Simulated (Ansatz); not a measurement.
# Single-point calculation, with input and output: SiC

SiC (Pm-3m, 2 atoms in the cell), computed with DFT PBE, scalar-relativistic, plane waves, PAW, no spin polarisation (Ansatz 0.2.0).

The structure was made by a generator, so it may or may not be a known phase. Figures and captions count atoms from 1; the log counts them from 0 in places.

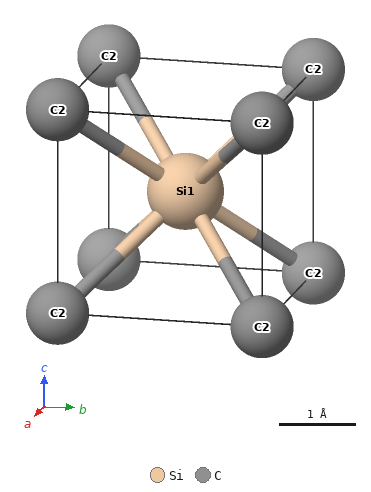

**Figure 1.** The input geometry (ball-and-stick view of the cell of the calculation, seen slightly off an axis; atoms are numbered from 1 in the order of the input). An atom can appear more than once, as a periodic image.

### The input
```yaml
crystal:
  lattice:
    - [2.78641804, 0.0, 0.0]
    - [0.0, 2.78641804, 0.0]
    - [0.0, 0.0, 2.78641804]
  atoms:
    - { symbol: Si, position: [0.5, 0.5, 0.5] }
    - { symbol: C, position: [0.0, 0.0, 0.0] }
basis:
  ecutwfc: 420
kpoints:
  mp_grid: { grid: [6, 6, 6] }
hamiltonian:
  xc: pbe
scf:
  occupations: { method: gaussian, width: 0.1 }
  lower_state_search: "off"
output:
  forces: true
  stress: true
  eigenvalues: true
```

Machine: 1 thread of Intel Xeon (Sapphire Rapids), 16 GiB of memory available, shared host.

Launched with:
```bash
ansatz run input.yaml --threads 1 --pin off --max-ram 2560MiB --backend cpu --events-out ev --progress --plain --runs-dir out
```

### Output
```
Engine: ansatz 0.2.0, x86_64-unknown-linux-gnu
Pseudopotentials: kind: paw
Pseudopotential: Si, paw, valence charge 4, recommended cutoff 420 eV (normal), Si.paw.azcp
Pseudopotential: C, paw, valence charge 4, recommended cutoff 420 eV (normal), C.paw.azcp
Functional definition: PBE
  parameter kappa = 0.804
  parameter beta = 0.06672455060314922
  exchange = pbe_x(kappa = kappa, mu = beta*pi^2/3)
  correlation = pbe_c(beta = beta)
Crystal: 2 atoms, lattice volume = 21.634 Å³
Basis set: ecut = 420 eV, 437 PW (Γ), exchange–correlation on 40×40×40 points (8 copies of the dense FFT grid, shifted against one another)
Bands: 8, of which v1, the nominal top of the filled ones, is band 4 counted from 1 (3 counted from 0)
Symmetry: 48 space group operations
Space group: Pm-3m (ITA 221), of the structure as read, at distance tolerance 2.8e-5 Å
k-points: 20 of 216
Non-local potential: Si, projectors of the file, l = 0: 2, l = 1: 2, l = 2: 2
Non-local potential: C, projectors of the file, l = 0: 2, l = 1: 2, l = 2: 1
PAW form: soft (Blöchl's): semilocal exchange-correlation on the pseudo side does not see the compensation charge
PAW one-centre angular grid: Si, 110 points (default); XC on 64 Gauss nodes
PAW one-centre angular grid: C, 110 points (default); XC on 64 Gauss nodes
Initial density: superposition of atomic densities (neutral atoms: chi_scale 0, normalization atom), corrected by the library's trained network
Initial wavefunctions: pseudopotential atomic-orbital guess
Functional: x = pbe(κ = 0.804, μ = 0.2195149727645171), c = pbe(β = 0.06672455060314922)
SCF iter   1: F=—  HF=-882.818325 eV  |F-HF|=—  |Δ(HF+E_count)|=         —  Δρ=1.13e-2  dr2=4.10e-2  ethr=1.77e-3  ⟨swp⟩=5.7  Hψ=2690  notcnv=0  defer=2
automatic band count: the SCF goes on with 12 bands, as 8 were too few: the levels above may hold too much charge
preconditioner: auto → none  [metal: Δε(μ)=0.049 eV  Ē_g=15.852 eV  σ=0.100 eV  W_gap=0.26  n_scr=6 (ndim 8)  ℏωp=22.6 eV  f_vac=0.000  D(μ)=2.32/eV (n_scr^D=26)  sad-step TF]
SCF iter   2: F=—  HF=-882.814026 eV  |F-HF|=—  |Δ(HF+E_count)|=   4.30e-3  Δρ=8.12e-3  dr2=2.12e-2  ethr=5.13e-4  ⟨swp⟩=1.0  Hψ=400  notcnv=0  defer=3
SCF iter   3: F=—  HF=-882.809525 eV  |F-HF|=—  |Δ(HF+E_count)|=   4.50e-3  Δρ=1.32e-3  dr2=5.50e-4  ethr=2.65e-4  ⟨swp⟩=1.1  Hψ=189  notcnv=0  defer=3
SCF iter   4: F=—  HF=-882.809403 eV  |F-HF|=—  |Δ(HF+E_count)|=   1.22e-4  Δρ=8.71e-5  dr2=1.11e-6  ethr=6.87e-6  ⟨swp⟩=1.3  Hψ=197  notcnv=0  defer=3
SCF iter   5: F=—  HF=-882.809436 eV  |F-HF|=—  |Δ(HF+E_count)|=   3.33e-5  Δρ=1.11e-5  dr2=3.21e-8  ethr=1.39e-8  ⟨swp⟩=2.4  Hψ=264  notcnv=0  defer=3
SCF iter   6: F=-882.809436 eV  HF=-882.809436 eV  |F-HF|=2.93e-11  |Δ(HF+E_count)|=   3.39e-9  Δρ=1.17e-6  dr2=1.99e-10  ethr=4.01e-10  ⟨swp⟩=5.6  Hψ=1020  notcnv=0
SCF 1 converged in 6 iterations: F = -882.809436 eV  dr2 = 1.99e-10
  greatest PAW one-centre occupation: 0.709 electrons in one spin orbital (limit 2), on the C atom at site 1 (counted from 0), in its partial waves of l = 0
SCF converged after 6 iterations
Free energy (F): -882.809436 eV
Harris-Foulkes:  -882.809436 eV  (|F-HF|=2.93e-11)
Internal energy: -882.801678 eV  (E = F + TS)
E sigma→0 (E₀):  -882.805557 eV
Entropy (-TS):   -0.007758 eV (-3.879 meV/atom)
Fermi energy:    10.236457 eV
--- Per-component energies (eV) ---
  E_band       = 34.069744
  E_kinetic    = 120.028057
  E_local      = -57.633325  (includes V_loc(G=0)·N_el)
  E_nonlocal   = 51.584736
  E_hartree    = 15.444622
  E_xc         = -101.660119
  E_vxc        = -104.294565  (∫ρ·V_xc dr)
  E_paw        = -609.656487  (= ΣΔE_a)
  E_vpaw       = -6.504480  (= ΣTr[D̂ρ^β])
  E_aug_tail   = 0.000010  (compensation charges beyond the density's cutoff)
  E_ewald      = -300.909171
  E_smearing   = -0.007758  (= −TS)
  E_closure    = 0.000000  (closes the sum)
  Σ components = -882.809436   (vs F -882.809436, Δ=0.00e0)
--- Forces (eV/Å), atoms counted from 1 ---
  atom   1  Si     0.00000000     0.00000000     0.00000000
  atom   2  C     -0.00000000     0.00000000     0.00000000
  max |Σ_I F_I| component: 5.75e-31 eV/Å
--- Stress (GPa, compression-positive) ---
      -19.630741      -0.000000       0.000000
        0.000000     -19.630741       0.000000
        0.000000      -0.000000     -19.630741
  P = ⅓ Tr σ = -19.6307 GPa (-196.307 kbar)
--- Band table (eV; the first three rows and the last of 20) ---
  k-point 0: bands = ["-5.5099", "9.3835", "9.3835", "9.3835", "10.0626", "15.5895", "15.5895", "20.9793", "20.9793", "20.9793", "28.9225", "28.9225"]
  k-point 1: bands = ["-5.0330", "6.0289", "9.7232", "9.7232", "11.5005", "16.0624", "17.2866", "20.0263", "20.0263", "21.3134", "28.3010", "28.3010"]
  k-point 2: bands = ["-3.6322", "2.1950", "10.5848", "10.5848", "12.7501", "16.6062", "17.3721", "17.9921", "17.9921", "25.1555", "25.3313", "28.0404"]
  k-point 19: bands = ["3.0627", "6.7920", "6.7920", "6.7920", "9.0772", "9.0772", "9.0772", "9.6040", "27.5962", "27.5962", "27.5962", "35.9770"]
```

### Summary

- outcome: converged
- space group (tolerance 0.01 Å): Pm-3m (221)
- electrons treated: 8
- free energy: −882.8094 eV
- Fermi energy: 10.236 eV
- gap on the k-point mesh: none (metallic)
- pressure: −19.63 GPa
- largest force (length of the vector): under 0.001 eV/Å
- wall time: 1 s
- peak memory: 0.3 GiB

The cell is under a tension of 19.6 GPa at this level, so it is not at its equilibrium volume.
